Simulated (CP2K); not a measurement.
# LiF: 6 runs along one coordinate

System: LiF (Fm-3m, 2 atoms in the cell).
Method: Kohn-Sham DFT of a periodic cell, PBE, GTH-PBE with UZH-TZVP basis, no spin polarisation (CP2K 2026.2).

The 6 runs differ only in the geometry, by an even scaling of the cell at fixed fractional positions. The structure derives from an entry of the Crystallography Open Database.

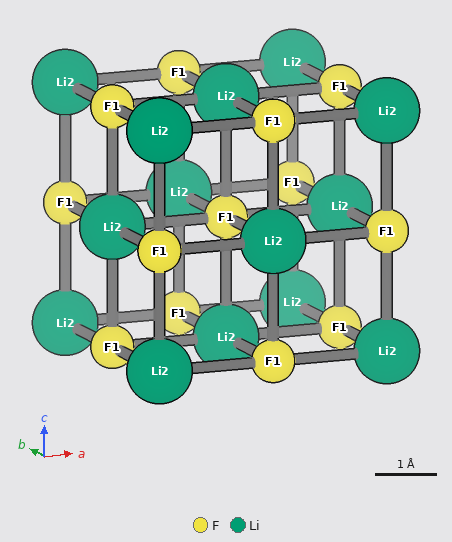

Figure 1. The structure of run 4 (ball-and-stick view of the cell 4 times as large as that of the calculation, set on its symmetry axes, seen slightly off an axis; atoms are numbered from 1 in the order of the input). An atom can appear more than once, as a periodic image.

## Input of run 4
```
&GLOBAL
  PROJECT lif_eos
  RUN_TYPE ENERGY_FORCE
  PRINT_LEVEL LOW
&END GLOBAL
&FORCE_EVAL
  METHOD QS
  STRESS_TENSOR ANALYTICAL
  &DFT
    BASIS_SET_FILE_NAME BASIS_MOLOPT_UZH
    POTENTIAL_FILE_NAME POTENTIAL_UZH
    WFN_RESTART_FILE_NAME previous-RESTART.kp
    &MGRID
      CUTOFF 750
      REL_CUTOFF 60
      NGRIDS 5
    &END MGRID
    &QS
      METHOD GPW
      EPS_DEFAULT 1.0E-9
    &END QS
    &KPOINTS
      SCHEME MONKHORST-PACK 11 11 11
      GAMMA_CENTERED T
      SYMMETRY T
      SYMMETRY_BACKEND SPGLIB
    &END KPOINTS
    &SCF
      SCF_GUESS RESTART
      EPS_SCF 1.0E-6
      MAX_SCF 100
      ADDED_MOS 10
      CHOLESKY OFF
      EPS_EIGVAL 1.0E-7
      &DIAGONALIZATION ON
        ALGORITHM STANDARD
      &END DIAGONALIZATION
      &MIXING ON
        METHOD BROYDEN_MIXING
        ALPHA 0.4
        BETA 1.5
        NBUFFER 8
      &END MIXING
      &SMEAR ON
        METHOD FERMI_DIRAC
        ELECTRONIC_TEMPERATURE 580.23
      &END SMEAR
    &END SCF
    &XC
      &XC_FUNCTIONAL PBE
      &END XC_FUNCTIONAL
    &END XC
    &PRINT
      &KPOINTS ON
      &END KPOINTS
      &MULLIKEN ON
      &END MULLIKEN
      &MO ON
        ENERGIES T
        OCCUPATION_NUMBERS T
        &EACH
          QS_SCF 0
        &END EACH
        ADD_LAST NUMERIC
      &END MO
    &END PRINT
  &END DFT
  &SUBSYS
    &CELL
      A 2.8670890889 0.0000000000 0.0000000000
      B 1.4335445445 2.4829719860 0.0000000000
      C 1.4335445445 0.8276573287 2.3409684383
      PERIODIC XYZ
    &END CELL
    &COORD
      F   2.8670890889 1.6553146573 1.1704842192
      Li  0.0000000000 0.0000000000 0.0000000000
    &END COORD
    &KIND F
      BASIS_SET TZVP-MOLOPT-PBE-GTH-q7
      POTENTIAL GTH-PBE-q7
    &END KIND
    &KIND Li
      BASIS_SET TZVP-MOLOPT-PBE-GTH-q3
      POTENTIAL GTH-PBE-q3
    &END KIND
    &PRINT
      &ATOMIC_COORDINATES ON
      &END ATOMIC_COORDINATES
      &CELL ON
      &END CELL
    &END PRINT
  &END SUBSYS
  &PRINT
    &FORCES ON
    &END FORCES
    &STRESS_TENSOR ON
    &END STRESS_TENSOR
  &END PRINT
&END FORCE_EVAL
```

Command:
```bash
OMP_NUM_THREADS=1 cp2k.psmp -i lif_eos.inp -o lif_eos.out
```

Run 5 differs from it as follows:
```diff
-      A 2.8670890889 0.0000000000 0.0000000000
-      B 1.4335445445 2.4829719860 0.0000000000
-      C 1.4335445445 0.8276573287 2.3409684383
+      A 2.8857070722 0.0000000000 0.0000000000
+      B 1.4428535361 2.4990956325 0.0000000000
+      C 1.4428535361 0.8330318775 2.3561699580
-      F   2.8670890889 1.6553146573 1.1704842192
+      F   2.8857070722 1.6660637550 1.1780849790
```

## Results, with one run withheld

```tsv
run	volume per atom (Å³)	free energy per atom, from the lowest run given (meV)	pressure (GPa)	gap on the mesh (eV)
1	7.679	18.97	7.61	9.63
2	7.842	10.78	5.62	9.43
3	8.006	5.86	3.93	9.23
4	8.333	0.00	0.77	8.89
5	8.496	?	?	?
6	8.659	0.79	−1.61	8.56
```

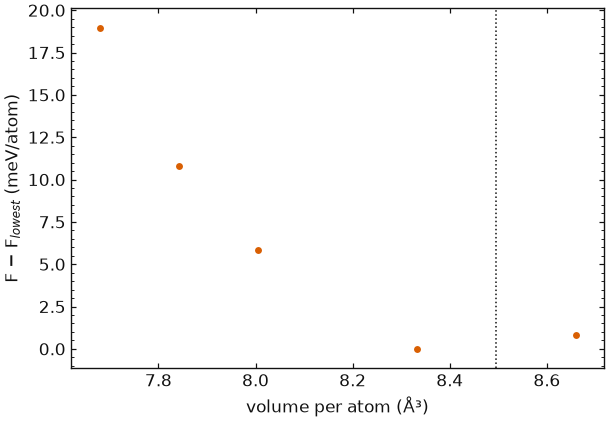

Figure 2. Free energy per atom of the runs given; the dotted line marks run 5.

Estimate the energy of run 5 from the others.

A cubic polynomial in V^(−2/3) (the Birch–Murnaghan form), fitted to the 5 runs given, misses them by at most 0.32 meV per atom. With x = V^(−2/3) − 0.24812 Å⁻², it reads F = 3.4504 + 1055.1 x + 76867 x² + 2.752e+05 x³ (meV per atom). At run 5 it gives −0.22 meV per atom, and the run itself gives −72.45. The slope of the fit gives a pressure −dF/dV of −0.35 GPa there, and the run prints −319.86 GPa. The two needn't agree exactly: the fit is approximate, and the printed stress is taken on a finite basis. The fit has its minimum at 8.453 Å³ per atom, where V d²F/dV² gives 69.4 GPa: the bulk modulus at this level, since symmetry fixes the shape and the positions. The fit misses that run by 72.23 meV per atom. The gap on the mesh lies between 0.00 eV (run 5) and 9.63 eV (run 1); run 5 has 0.00 eV. These are gaps of this functional on this mesh, which can miss the band edges; they aren't the measured gap.

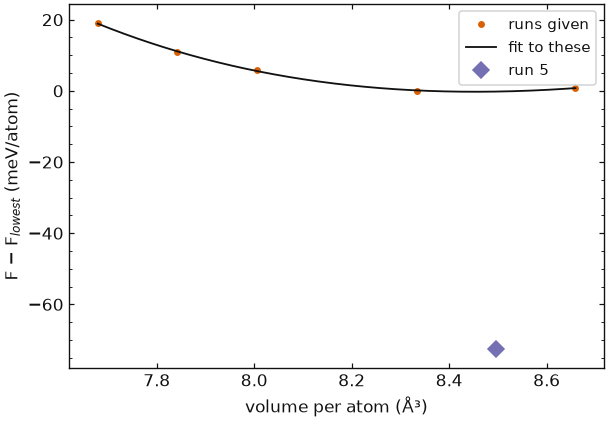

Figure 3. The fit and the withheld run.

## Some lines of the output (run 5)
```
[...]
 CELL| Volume [angstrom^3]:                                            16.991892
 CELL_REF| Volume [angstrom^3]:                                        16.991892
                        Smear method:                                FERMI_DIRAC
  Step     Update method      Time    Convergence         Total energy    Change
  Fermi energy:                                                -0.02333317679125
  Total energy:                                               -31.85568500919005
  Total energy (extrapolated to T->0):                        -31.85562096786091
 MO| E(Fermi):           -0.023333 a.u.         -0.634928 eV
```
